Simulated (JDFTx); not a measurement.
Run report: I, geometry relaxation (part 2 of 2)

I (Fmmm, 1 atom in the cell); Kohn-Sham DFT of a periodic cell, LDA, PseudoDojo-SR-LDA-0.4.1-standard, no spin polarisation (JDFTx 1.7.0 (patched build)); cutoff 952.4 eV, 9×9×9 k-mesh, fermi-dirac of 0.05 eV. The structure derives from a Materials Project entry.

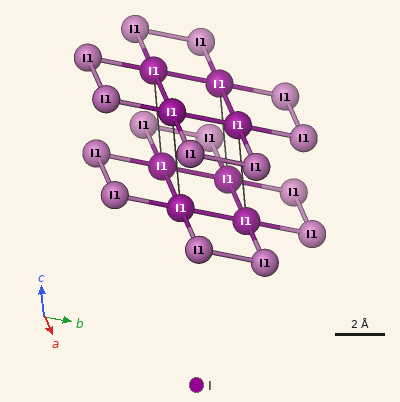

Fig. 1: The geometry at step 5 of the log (ball-and-stick view of the reduced cell, seen at an oblique angle; neighbours outside the cell are drawn fainter; atoms are numbered from 1 in the order of the input).

Log, continued
```
# Stress tensor in Cartesian coordinates [Eh/a0^3]:
[  4.07986e-07            0            0  ]
[            0 -8.92051e-07            0  ]
[            0            0   3.2088e-05  ]

# Ionic positions in lattice coordinates:
ion I   0.000000000000000   0.000000000000000   0.000000000000000 1

# Forces in Cartesian coordinates:
force I  -0.000000000000000   0.000000000000000  -0.000000000000000 1

# Energy components:
   Eewald =      -10.8935672238761061
       EH =        1.0729035521297288
     Eloc =       -4.3969533431554808
      Enl =        2.0122870687292482
      Exc =       -3.9590248033619289
 Exc_core =        1.2892939844557703
       KE =        3.1527042954498290
-------------------------------------
     Etot =      -11.7223564696289380
       TS =        0.0001578588478362
-------------------------------------
        F =      -11.7225143284767750

LatticeMinimize: Iter:   4  F: -11.722514328476775  |grad|_K:  1.251e-03  alpha:  1.000e+00  linmin: -9.987e-01

#--- Lowdin population analysis ---
# oxidation-state I +0.039

-------- Electronic minimization -----------
Will mix electronic density at each iteration.
	FillingsUpdate:  mu: +0.168414253  nElectrons: 7.000000
	FillingsUpdate:  mu: +0.201785517  nElectrons: 7.000000
SCF: Cycle:  0   F: -11.722738003195719   dF: -7.949e-04   |Residual|: 3.767e-03   |deigs|: 2.766e-03
	FillingsUpdate:  mu: +0.201159095  nElectrons: 7.000000
SCF: Cycle:  1   F: -11.722747275624556   dF: -9.272e-06   |Residual|: 2.211e-03   |deigs|: 6.083e-04
	FillingsUpdate:  mu: +0.200303704  nElectrons: 7.000000
SCF: Cycle:  2   F: -11.722751503949327   dF: -4.228e-06   |Residual|: 4.032e-04   |deigs|: 6.236e-04
	FillingsUpdate:  mu: +0.200343631  nElectrons: 7.000000
SCF: Cycle:  3   F: -11.722751598873117   dF: -9.492e-08   |Residual|: 1.336e-04   |deigs|: 1.312e-04
	FillingsUpdate:  mu: +0.200276089  nElectrons: 7.000000
SCF: Cycle:  4   F: -11.722751641023780   dF: -4.215e-08   |Residual|: 4.900e-05   |deigs|: 1.513e-04
	FillingsUpdate:  mu: +0.200292772  nElectrons: 7.000000
SCF: Cycle:  5   F: -11.722751645950325   dF: -4.927e-09   |Residual|: 7.834e-06   |deigs|: 8.191e-05
	FillingsUpdate:  mu: +0.200291524  nElectrons: 7.000000
SCF: Cycle:  6   F: -11.722751646766273   dF: -8.159e-10   |Residual|: 1.838e-06   |deigs|: 5.139e-05
	FillingsUpdate:  mu: +0.200291534  nElectrons: 7.000000
SCF: Cycle:  7   F: -11.722751646983550   dF: -2.173e-10   |Residual|: 1.045e-06   |deigs|: 4.270e-05
SCF: Converged (|Delta E|<1.000000e-09 for 2 iters).

Setting wave functions to eigenvectors of Hamiltonian
# Lattice vectors:
R =
[            0      4.04296      4.04296  ]
[      4.36372            0      4.36372  ]
[      6.61987      6.61987            0  ]
unit cell volume = 233.58

# Strain tensor in Cartesian coordinates:
[   -0.0240875            0            0  ]
[            0   -0.0238492            0  ]
[            0            0    -0.104034  ]

# Stress tensor in Cartesian coordinates [Eh/a0^3]:
[ -1.17901e-05            0            0  ]
[            0  2.88748e-06            0  ]
[            0            0 -1.53478e-05  ]

# Ionic positions in lattice coordinates:
ion I   0.000000000000000   0.000000000000000   0.000000000000000 1

# Forces in Cartesian coordinates:
force I   0.000000000000000  -0.000000000000000  -0.000000000000000 1

# Energy components:
   Eewald =      -11.3050920987362051
       EH =        0.8750759012852868
     Eloc =       -3.7911264489537890
      Enl =        2.0130699168640609
      Exc =       -3.9665451221587125
 Exc_core =        1.2892942581215698
       KE =        3.1627477812010381
-------------------------------------
     Etot =      -11.7225758123767516
       TS =        0.0001758346067981
-------------------------------------
        F =      -11.7227516469835500

LatticeMinimize: Iter:   5  F: -11.722751646983550  |grad|_K:  7.040e-04  alpha:  1.000e+00  linmin:  7.962e-01

#--- Lowdin population analysis ---
# oxidation-state I +0.043

-------- Electronic minimization -----------
Will mix electronic density at each iteration.
	FillingsUpdate:  mu: +0.200291534  nElectrons: 7.000000
	FillingsUpdate:  mu: +0.184604504  nElectrons: 7.000000
SCF: Cycle:  0   F: -11.722775544583422   dF: -1.413e-04   |Residual|: 1.288e-03   |deigs|: 2.768e-04
	FillingsUpdate:  mu: +0.184796187  nElectrons: 7.000000
SCF: Cycle:  1   F: -11.722776649464372   dF: -1.105e-06   |Residual|: 6.110e-04   |deigs|: 1.178e-04
	FillingsUpdate:  mu: +0.184987215  nElectrons: 7.000000
[... 3 further cycles ...]
SCF: Cycle:  5   F: -11.722777025060280   dF: -7.280e-10   |Residual|: 3.913e-06   |deigs|: 8.471e-06
	FillingsUpdate:  mu: +0.185035059  nElectrons: 7.000000
SCF: Cycle:  6   F: -11.722777025181770   dF: -1.215e-10   |Residual|: 1.383e-06   |deigs|: 6.551e-06
SCF: Converged (|Delta E|<1.000000e-09 for 2 iters).

Setting wave functions to eigenvectors of Hamiltonian
# Lattice vectors:
R =
[            0      4.10908      4.10908  ]
[      4.34481            0      4.34481  ]
[      6.76151      6.76151            0  ]
unit cell volume = 241.429

# Strain tensor in Cartesian coordinates:
[  -0.00812628            0            0  ]
[            0   -0.0280792            0  ]
[            0            0    -0.084864  ]

# Stress tensor in Cartesian coordinates [Eh/a0^3]:
[  1.87971e-05            0            0  ]
[            0  2.61931e-05            0  ]
[            0            0  4.52822e-06  ]

# Ionic positions in lattice coordinates:
ion I   0.000000000000000   0.000000000000000   0.000000000000000 1

# Forces in Cartesian coordinates:
force I   0.000000000000000  -0.000000000000000   0.000000000000000 1

# Energy components:
   Eewald =      -11.1604611190852392
       EH =        0.9321500901179155
     Eloc =       -3.9875617319928880
      Enl =        2.0112402393876074
      Exc =       -3.9607236770177932
 Exc_core =        1.2892935540414836
       KE =        3.1534623557596833
-------------------------------------
     Etot =      -11.7226002887892307
       TS =        0.0001767363925393
-------------------------------------
        F =      -11.7227770251817702

LatticeMinimize: Iter:   6  F: -11.722777025181770  |grad|_K:  1.211e-03  alpha:  1.000e+00  linmin:  3.275e-01

#--- Lowdin population analysis ---
# oxidation-state I +0.040

-------- Electronic minimization -----------
Will mix electronic density at each iteration.
	FillingsUpdate:  mu: +0.185035059  nElectrons: 7.000000
	FillingsUpdate:  mu: +0.195933654  nElectrons: 7.000000
SCF: Cycle:  0   F: -11.722779350285537   dF: -3.211e-05   |Residual|: 6.788e-04   |deigs|: 5.678e-05
	FillingsUpdate:  mu: +0.195900767  nElectrons: 7.000000
SCF: Cycle:  1   F: -11.722779717955527   dF: -3.677e-07   |Residual|: 3.436e-04   |deigs|: 4.536e-05
	FillingsUpdate:  mu: +0.195875600  nElectrons: 7.000000
[... 3 further cycles ...]
SCF: Cycle:  5   F: -11.722779834678525   dF: -3.243e-10   |Residual|: 3.168e-06   |deigs|: 5.714e-06
	FillingsUpdate:  mu: +0.195885750  nElectrons: 7.000000
SCF: Cycle:  6   F: -11.722779834757645   dF: -7.912e-11   |Residual|: 8.352e-07   |deigs|: 6.648e-06
SCF: Converged (|Delta E|<1.000000e-09 for 2 iters).

Setting wave functions to eigenvectors of Hamiltonian
# Lattice vectors:
R =
[            0      4.07928      4.07928  ]
[      4.29933            0      4.29933  ]
[      6.74629      6.74629            0  ]
unit cell volume = 236.635

# Strain tensor in Cartesian coordinates:
[   -0.0153202            0            0  ]
[            0   -0.0382537            0  ]
[            0            0   -0.0869234  ]

# Stress tensor in Cartesian coordinates [Eh/a0^3]:
[ -2.39486e-05            0            0  ]
[            0 -2.38003e-05            0  ]
[            0            0  2.50708e-06  ]

# Ionic positions in lattice coordinates:
ion I   0.000000000000000   0.000000000000000   0.000000000000000 1

# Forces in Cartesian coordinates:
force I   0.000000000000000  -0.000000000000000   0.000000000000000 1

# Energy components:
   Eewald =      -11.2261875476050026
       EH =        0.9165752325477184
     Eloc =       -3.9133484486411216
      Enl =        2.0139943530797462
      Exc =       -3.9667019536606212
 Exc_core =        1.2892946431230170
       KE =        3.1637588433977819
-------------------------------------
     Etot =      -11.7226148777584829
       TS =        0.0001649569991620
-------------------------------------
        F =      -11.7227798347576453

LatticeMinimize: Iter:   7  F: -11.722779834757645  |grad|_K:  1.234e-03  alpha:  1.000e+00  linmin:  9.528e-01

#--- Lowdin population analysis ---
# oxidation-state I +0.043

-------- Electronic minimization -----------
Will mix electronic density at each iteration.
	FillingsUpdate:  mu: +0.195885750  nElectrons: 7.000000
	FillingsUpdate:  mu: +0.191443999  nElectrons: 7.000000
SCF: Cycle:  0   F: -11.722805265029077   dF: -7.032e-06   |Residual|: 3.557e-04   |deigs|: 2.039e-05
	FillingsUpdate:  mu: +0.191445048  nElectrons: 7.000000
SCF: Cycle:  1   F: -11.722805467477132   dF: -2.024e-07   |Residual|: 1.857e-04   |deigs|: 2.014e-05
	FillingsUpdate:  mu: +0.191441975  nElectrons: 7.000000
[... 3 further cycles ...]
SCF: Cycle:  5   F: -11.722805525070662   dF: -1.355e-10   |Residual|: 1.238e-06   |deigs|: 1.611e-05
	FillingsUpdate:  mu: +0.191433707  nElectrons: 7.000000
SCF: Cycle:  6   F: -11.722805525111362   dF: -4.070e-11   |Residual|: 2.111e-07   |deigs|: 1.784e-05
SCF: Converged (|Delta E|<1.000000e-09 for 2 iters).

Setting wave functions to eigenvectors of Hamiltonian
# Lattice vectors:
R =
[            0       4.0966       4.0966  ]
[      4.31721            0      4.31721  ]
[      6.74139      6.74139            0  ]
unit cell volume = 238.454

# Strain tensor in Cartesian coordinates:
[   -0.0111385            0            0  ]
[            0   -0.0342551            0  ]
[            0            0   -0.0875871  ]

# Stress tensor in Cartesian coordinates [Eh/a0^3]:
[ -3.47392e-06            0            0  ]
[            0   5.6196e-08            0  ]
[            0            0  2.35944e-06  ]

# Ionic positions in lattice coordinates:
ion I   0.000000000000000   0.000000000000000   0.000000000000000 1

# Forces in Cartesian coordinates:
force I  -0.000000000000000   0.000000000000000   0.000000000000000 1

# Energy components:
   Eewald =      -11.2041875008704430
       EH =        0.9197082026186713
     Eloc =       -3.9352111620115275
      Enl =        2.0127035388297236
      Exc =       -3.9640556358260088
 Exc_core =        1.2892941280364560
       KE =        3.1591146905525891
-------------------------------------
     Etot =      -11.7226337386705382
       TS =        0.0001717864408228
-------------------------------------
        F =      -11.7228055251113616

LatticeMinimize: Iter:   8  F: -11.722805525111362  |grad|_K:  1.543e-04  alpha:  1.000e+00  linmin: -6.456e-01

#--- Lowdin population analysis ---
# oxidation-state I +0.042

-------- Electronic minimization -----------
Will mix electronic density at each iteration.
	FillingsUpdate:  mu: +0.191433707  nElectrons: 7.000000
	FillingsUpdate:  mu: +0.191371196  nElectrons: 7.000000
SCF: Cycle:  0   F: -11.722806285722140   dF: -1.886e-07   |Residual|: 5.745e-05   |deigs|: 2.267e-05
	FillingsUpdate:  mu: +0.191367041  nElectrons: 7.000000
SCF: Cycle:  1   F: -11.722806304011145   dF: -1.829e-08   |Residual|: 3.069e-05   |deigs|: 2.449e-05
	FillingsUpdate:  mu: +0.191362062  nElectrons: 7.000000
SCF: Cycle:  2   F: -11.722806305628788   dF: -1.618e-09   |Residual|: 9.011e-06   |deigs|: 2.538e-05
	FillingsUpdate:  mu: +0.191360208  nElectrons: 7.000000
SCF: Cycle:  3   F: -11.722806305854006   dF: -2.252e-10   |Residual|: 3.557e-06   |deigs|: 2.785e-05
	FillingsUpdate:  mu: +0.191359263  nElectrons: 7.000000
SCF: Cycle:  4   F: -11.722806305898034   dF: -4.403e-11   |Residual|: 7.327e-07   |deigs|: 3.251e-05
SCF: Converged (|Delta E|<1.000000e-09 for 2 iters).

Setting wave functions to eigenvectors of Hamiltonian
# Lattice vectors:
R =
[            0      4.09918      4.09918  ]
[      4.31704            0      4.31704  ]
[      6.73686      6.73686            0  ]
unit cell volume = 238.435

# Strain tensor in Cartesian coordinates:
[   -0.0105152            0            0  ]
[            0   -0.0342925            0  ]
[            0            0   -0.0881996  ]

# Stress tensor in Cartesian coordinates [Eh/a0^3]:
[ -2.20132e-06            0            0  ]
[            0  1.50652e-06            0  ]
[            0            0  1.97973e-06  ]

# Ionic positions in lattice coordinates:
ion I   0.000000000000000   0.000000000000000   0.000000000000000 1

# Forces in Cartesian coordinates:
force I  -0.000000000000000   0.000000000000000   0.000000000000000 1

# Energy components:
   Eewald =      -11.2057364710420302
       EH =        0.9185129756284267
     Eloc =       -3.9322842139943059
      Enl =        2.0126275842749450
      Exc =       -3.9639408321004601
 Exc_core =        1.2892940965173298
       KE =        3.1588933668027810
-------------------------------------
     Etot =      -11.7226334939133139
       TS =        0.0001728119847205
-------------------------------------
        F =      -11.7228063058980343

LatticeMinimize: Iter:   9  F: -11.722806305898034  |grad|_K:  1.220e-04  alpha:  1.000e+00  linmin: -9.063e-01

#--- Lowdin population analysis ---
# oxidation-state I +0.042

-------- Electronic minimization -----------
Will mix electronic density at each iteration.
	FillingsUpdate:  mu: +0.191359263  nElectrons: 7.000000
	FillingsUpdate:  mu: +0.191551124  nElectrons: 7.000000
SCF: Cycle:  0   F: -11.722807035251284   dF: -2.423e-07   |Residual|: 6.417e-05   |deigs|: 2.748e-05
	FillingsUpdate:  mu: +0.191546587  nElectrons: 7.000000
SCF: Cycle:  1   F: -11.722807054878249   dF: -1.963e-08   |Residual|: 2.717e-05   |deigs|: 2.475e-05
	FillingsUpdate:  mu: +0.191541728  nElectrons: 7.000000
SCF: Cycle:  2   F: -11.722807056347609   dF: -1.469e-09   |Residual|: 8.968e-06   |deigs|: 2.666e-05
	FillingsUpdate:  mu: +0.191539385  nElectrons: 7.000000
SCF: Cycle:  3   F: -11.722807056551105   dF: -2.035e-10   |Residual|: 3.194e-06   |deigs|: 2.986e-05
	FillingsUpdate:  mu: +0.191538616  nElectrons: 7.000000
SCF: Cycle:  4   F: -11.722807056586763   dF: -3.566e-11   |Residual|: 7.258e-07   |deigs|: 4.012e-05
SCF: Converged (|Delta E|<1.000000e-09 for 2 iters).

Setting wave functions to eigenvectors of Hamiltonian
# Lattice vectors:
R =
[            0      4.10157      4.10157  ]
[      4.31522            0      4.31522  ]
[      6.73205      6.73205            0  ]
unit cell volume = 238.303

# Strain tensor in Cartesian coordinates:
[  -0.00993921            0            0  ]
[            0    -0.034699            0  ]
[            0            0   -0.0888506  ]

# Stress tensor in Cartesian coordinates [Eh/a0^3]:
[ -1.97617e-06            0            0  ]
[            0  1.65349e-06            0  ]
[            0            0  1.58048e-06  ]

# Ionic positions in lattice coordinates:
ion I   0.000000000000000   0.000000000000000   0.000000000000000 1

# Forces in Cartesian coordinates:
force I   0.000000000000000  -0.000000000000000   0.000000000000000 1

# Energy components:
   Eewald =      -11.2088023256358031
       EH =        0.9169831981798029
     Eloc =       -3.9276825136501961
      Enl =        2.0126211258996483
      Exc =       -3.9639721651438014
 Exc_core =        1.2892940920275975
       KE =        3.1589252587256307
-------------------------------------
     Etot =      -11.7226333295971177
       TS =        0.0001737269896462
-------------------------------------
        F =      -11.7228070565867633

LatticeMinimize: Iter:  10  F: -11.722807056586763  |grad|_K:  1.110e-04  alpha:  1.000e+00  linmin: -9.717e-01
LatticeMinimize: Converged (|Delta F|<1.000000e-06 for 2 iters).

#--- Lowdin population analysis ---
# oxidation-state I +0.042

Dumping 'run.eigStats' ...
	eMin: -0.342240 at state 0 ( [ +0.000000 +0.000000 +0.000000 ] spin 0 )
	HOMO: +0.191389 at state 46 ( [ +0.111111 +0.222222 -0.111111 ] spin 0 )
	mu  : +0.191539
	LUMO: +0.191861 at state 111 ( [ +0.333333 +0.444444 -0.222222 ] spin 0 )
	eMax: +0.816509 at state 123 ( [ +0.444444 +0.444444 +0.000000 ] spin 0 )
	HOMO-LUMO gap: +0.000472
	Optical gap  : +0.004566 at state 25 ( [ +0.111111 +0.000000 +0.111111 ] spin 0 )
Done!
```

Trajectory as extended XYZ (Å, eV, eV/Å), 11 frames, from step=0 to step=10
```
1
Lattice="0.0000 2.3656 3.9098 2.1922 0.0000 3.9098 2.1922 2.3656 0.0000" Properties=species:S:1:pos:R:3:forces:R:3 step=0 energy=-318.96026
I     0.0000    0.0000    0.0000    0.0000   0.0000   0.0000
1
Lattice="0.0000 2.3544 3.9032 2.1834 0.0000 3.9032 2.1834 2.3544 0.0000" Properties=species:S:1:pos:R:3:forces:R:3 step=1 energy=-318.96660
I     0.0000    0.0000    0.0000    0.0000   0.0000   0.0000
1
Lattice="0.0000 2.3010 3.8641 2.1405 0.0000 3.8641 2.1405 2.3010 0.0000" Properties=species:S:1:pos:R:3:forces:R:3 step=2 energy=-318.98110
I     0.0000    0.0000    0.0000    0.0000   0.0000   0.0000
1
Lattice="0.0000 2.3076 3.8319 2.1438 0.0000 3.8319 2.1438 2.3076 0.0000" Properties=species:S:1:pos:R:3:forces:R:3 step=3 energy=-318.98340
I     0.0000    0.0000    0.0000    0.0000   0.0000   0.0000
1
Lattice="0.0000 2.3079 3.7918 2.1424 0.0000 3.7918 2.1424 2.3079 0.0000" Properties=species:S:1:pos:R:3:forces:R:3 step=4 energy=-318.98587
I     0.0000    0.0000    0.0000    0.0000   0.0000   0.0000
1
Lattice="0.0000 2.3092 3.5031 2.1394 0.0000 3.5031 2.1394 2.3092 0.0000" Properties=species:S:1:pos:R:3:forces:R:3 step=5 energy=-318.99232
I     0.0000    0.0000    0.0000    0.0000   0.0000   0.0000
1
Lattice="0.0000 2.2992 3.5780 2.1744 0.0000 3.5780 2.1744 2.2992 0.0000" Properties=species:S:1:pos:R:3:forces:R:3 step=6 energy=-318.99301
I     0.0000    0.0000    0.0000    0.0000   0.0000   0.0000
1
Lattice="0.0000 2.2751 3.5700 2.1587 0.0000 3.5700 2.1587 2.2751 0.0000" Properties=species:S:1:pos:R:3:forces:R:3 step=7 energy=-318.99309
I     0.0000    0.0000    0.0000    0.0000   0.0000   0.0000
1
Lattice="0.0000 2.2846 3.5674 2.1678 0.0000 3.5674 2.1678 2.2846 0.0000" Properties=species:S:1:pos:R:3:forces:R:3 step=8 energy=-318.99379
I     0.0000    0.0000    0.0000    0.0000   0.0000   0.0000
1
Lattice="0.0000 2.2845 3.5650 2.1692 0.0000 3.5650 2.1692 2.2845 0.0000" Properties=species:S:1:pos:R:3:forces:R:3 step=9 energy=-318.99381
I     0.0000    0.0000    0.0000    0.0000   0.0000   0.0000
1
Lattice="0.0000 2.2835 3.5624 2.1705 0.0000 3.5624 2.1705 2.2835 0.0000" Properties=species:S:1:pos:R:3:forces:R:3 step=10 energy=-318.99383
I     0.0000    0.0000    0.0000    0.0000   0.0000   0.0000
```

This output came from the following input.

Input file
```
lattice \
    0.0000000000     4.1427435300     4.1427435300 \
    4.4703369572     0.0000000000     4.4703369572 \
    7.3885270413     7.3885270413     0.0000000000
coords-type Lattice
ion I      0.0000000000     0.0000000000     0.0000000000 1

ion-species pseudo/I.upf
elec-cutoff 35
elec-ex-corr lda-PW
kpoint-folding 9 9 9
elec-smearing Fermi 0.0018374661
elec-n-bands 9
electronic-SCF nIterations 100 energyDiffThreshold 1e-09
electronic-minimize nIterations 30 energyDiffThreshold 1e-7
forces-output-coords Cartesian
lattice-minimize nIterations 40 energyDiffThreshold 1e-6

dump-name run.$VAR
dump End Ecomponents EigStats BandEigs Kpoints Forces Stress
```

Command:
```bash
jdftx -c 1 -i I.in -o I.out
```

Results in brief

| quantity | value |
| --- | --- |
| outcome | converged |
| space group (tolerance 0.01 Å) | Fmmm (69) |
| electrons treated | 7 |
| free energy | −318.9938 eV |
| Fermi energy | 5.212 eV |
| gap on the k-point mesh | none (metallic) |
| pressure | −0.01 GPa |
| final volume | 35.31 Å³ |
| largest force (length of the vector) at the end | under 0.001 eV/Å |
| final cell | a = 4.231 Å, b = 4.172 Å, c = 3.150 Å, α = 68.99°, β = 66.97°, γ = 44.03° |
| hardware | 1 thread of Arm Neoverse V2, 24 GiB of memory available, shared host |
| wall time | 16 min |
| peak memory | 0.19 GiB |

Notes

The cell holds an odd number of electrons but the run has no spin polarisation, so it comes out as a metal.
